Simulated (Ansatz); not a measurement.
System: Pt (slab).

Input file:

```
crystal:
  lattice:
    - [2.7531922012, 0.0, 0.0]
    - [0.0, 2.7531922012, 0.0]
    - [0.0, 0.0, 26.6808052523]
  atoms:
    - { symbol: Pt, position: [0.5, 0.5, 0.2811009611] }
    - { symbol: Pt, position: [0.0, 0.0, 0.3540673074] }
    - { symbol: Pt, position: [0.5, 0.5, 0.4270336537] }
    - { symbol: Pt, position: [0.0, 0.0, 0.5] }
    - { symbol: Pt, position: [0.5, 0.5, 0.5729663463] }
    - { symbol: Pt, position: [0.0, 0.0, 0.6459326926] }
    - { symbol: Pt, position: [0.5, 0.5, 0.7188990389] }
basis:
  ecutwfc: 420
kpoints:
  mp_grid: { grid: [13, 13, 1] }
hamiltonian:
  xc: lda
scf:
  occupations: { method: gaussian, width: 0.1 }
output:
  forces: true
  eigenvalues: true
  write_density: true
  write_potential: true
  elf: true
  volumetric_format: npy
relax:
  adjacent_minimum: "off"
  f_tol: 0.02
  max_steps: 60
efield:
  axis: 3
  dipole_correction: true
```

Run with:

```sh
ansatz run input.yaml --threads 1 --pin off --max-ram 2560MiB --backend cpu --events-out ev --progress --plain --runs-dir out
```

The fields are those of the run's last geometry, not of the input's.

All numbers below come from Ansatz, DFT LDA, scalar-relativistic, plane waves, PAW.

> Predict the valence pseudo-density and electron localisation function between the atoms.

Pt–Pt (2.71 Å): ρ at the midpoint is about 0.42 e/Å³; the ELF is about 0.30 at the midpoint (no localised pair shows between them).

> Does the calculation make it a metal, or give it a gap?

It is metallic or semimetallic at this level of theory: no gap opens.

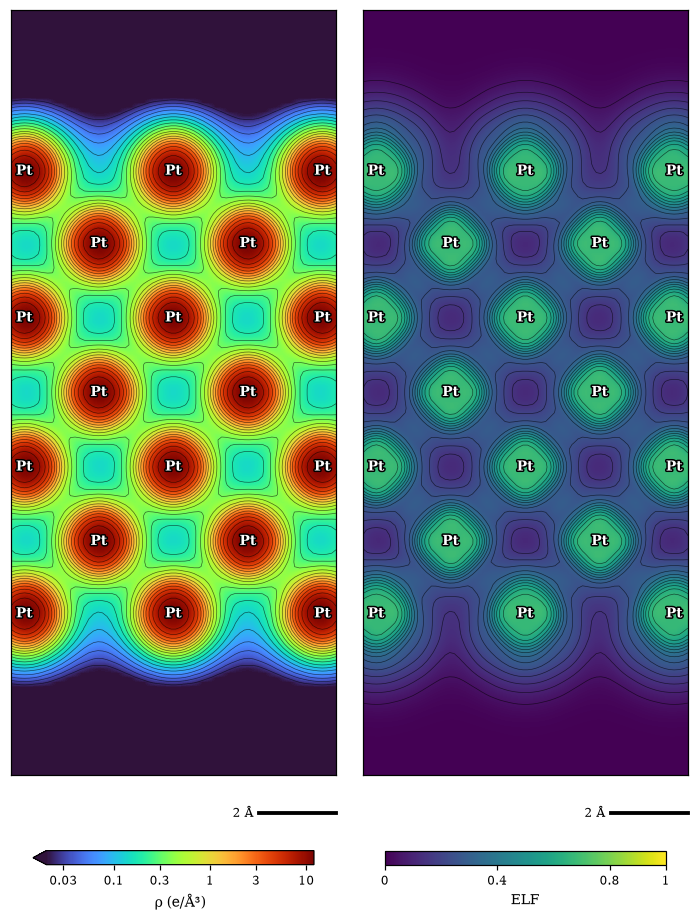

Computed valence pseudo-density and electron localisation function on the (11̄0) plane of the calculation cell, a cut from vacuum to vacuum, in this order. 

In a PAW calculation such maps are meaningful between the atoms, not at the nuclei.
